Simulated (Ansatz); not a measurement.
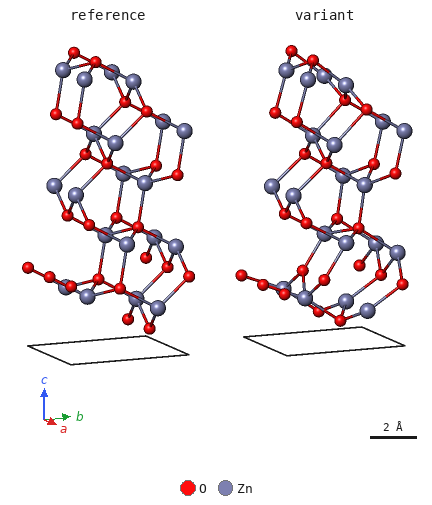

Left: a (1 0 1) slab of ZnO as cut from the relaxed bulk. Right: the same structure after one change, at the same scale. The picture is a ball-and-stick view of the 2 × 1 repeat of the cell, outlined in the plane, without the vacuum, seen slightly off an axis.

Computed with Ansatz, DFT PBEsol, scalar-relativistic, plane waves, PAW. Set-up: plane-wave cutoff 420 eV; occupations gaussian; no spin polarisation. The k-mesh is chosen for each cell (12×12×6, 9×5×1). Smearing widths differ between the runs.

The atoms of the slab are relaxed at the bulk's in-plane cell.

> And its effect?

The surface energy (mean of the two faces) falls from 2.21 to 1.64 J/m². The top spacing, between the O and Zn planes, goes from 0.52 to 0.62 Å (+18.4 %), the bottom one (O to Zn) from 1.12 to 0.62 Å (−44.6 %). The cell stays as it was. The atom that moves furthest relative to the layer's centre is an O atom (1.23 Å at 71° to the normal (+c side)). By element the largest moves are O 1.23 Å, Zn 0.38 Å. Some distances before and after: O–Zn 3.238 → 1.936 to 2.224 Å, O–Zn 1.971 → 1.877 to 2.458 Å. New contacts form: O–Zn (3.24 → 1.94 Å), O–Zn (3.24 → 2.22 Å).
